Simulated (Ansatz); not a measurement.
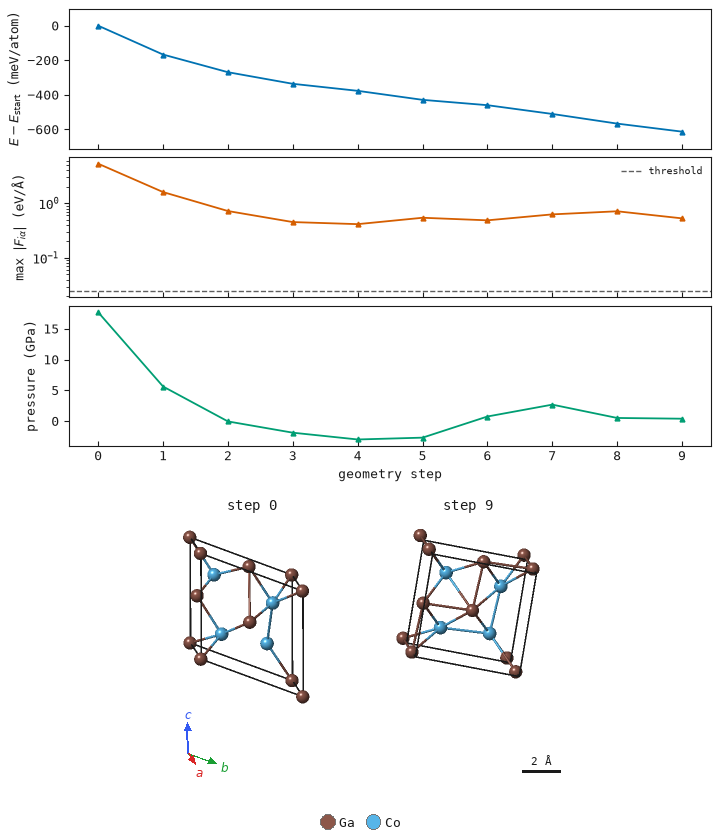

First and last geometry of a relaxation of a crystal of GaCo (a generated structure, set up in P1) (coarse preliminary run), with the history of the run. The picture is a ball-and-stick view of the cell of the calculation, seen slightly off an axis.

The calculation used DFT PBE, scalar-relativistic, plane waves, PAW in Ansatz 0.2.0.

Input file:
```yaml
crystal:
  lattice:
    - [0.0488815079, 2.2840575575, 2.2487781474]
    - [4.9514943721, 2.4119695087, -2.2789270828]
    - [-4.8731579801, 2.235870101, -2.2983537066]
  atoms:
    - { symbol: Ga, position: [0.0088115412, -0.0058418973, 1.27581e-05] }
    - { symbol: Ga, position: [0.5413004565, 0.5193980676, -0.0096202248] }
    - { symbol: Ga, position: [0.4688136223, 1.0162896933, 0.5252811686] }
    - { symbol: Ga, position: [-0.016554141, 0.479299073, 0.5181897933] }
    - { symbol: Co, position: [0.0151008961, 0.2312353561, 0.7306616995] }
    - { symbol: Co, position: [0.4548906177, 0.7594126049, 0.7190076307] }
    - { symbol: Co, position: [0.4776397282, 0.2546622651, 0.2481252132] }
    - { symbol: Co, position: [0.0499972789, 0.7455448374, 0.2683419612] }
basis:
  ecutwfc: 420
kpoints:
  mp_grid: { grid: [6, 4, 4] }
hamiltonian:
  xc: pbe
scf:
  occupations: { method: gaussian, width: 0.2 }
  lower_state_search: "off"
output:
  forces: true
  stress: true
  eigenvalues: true
relax:
  adjacent_minimum: "off"
  f_tol: 0.025
  max_steps: 60
  cell: { stress_tol: 0.25 }
```

Command:
```bash
ansatz run input.yaml --threads 1 --pin off --max-ram 2560MiB --backend cpu --events-out ev --progress --plain --runs-dir out
```

What do the curves and the structures tell?

Answer. The run was cut off at its time limit before the relaxation converged, so the last structure is only a point on the way. Ga3 moves most relative to the cell: 0.80 Å roughly along +a. By element the largest moves are Ga 0.80 Å, Co 0.71 Å. Cell: a 3.206 → 2.869 Å (−10.5 %), b 5.961 → 5.773 Å (−3.1 %), c 5.833 → 5.726 Å (−1.8 %), α 112.8° → 94.2°, β 90.9° → 89.5°, γ 88.1° → 90.1°. Volume −7.9 %. Among the contacts that change: Ga3–Co7 4.165 → 2.578 Å, Ga1–Co8 4.043 → 2.570 Å, Ga1–Co5 3.985 → 2.539 Å, Ga2–Co7 3.892 → 2.526 Å. New bonds form: Ga1–Co5 (3.99 → 2.54 Å), Ga3–Co7 (4.16 → 2.58 Å). Bond angles that change, for instance: Co5–Ga1–Co8 176.4° → 111.8°, Ga2–Co7–Ga3 174.8° → 111.8°, Ga1–Co5–Ga4 173.9° → 111.4°. The space group stays P1 (No. 1). The energy falls by 613 meV per atom in 9 geometry steps. Largest force component: 5.3 eV/Å at the start, 0.53 eV/Å at the end. The pressure goes from 17.67 to 0.39 GPa.
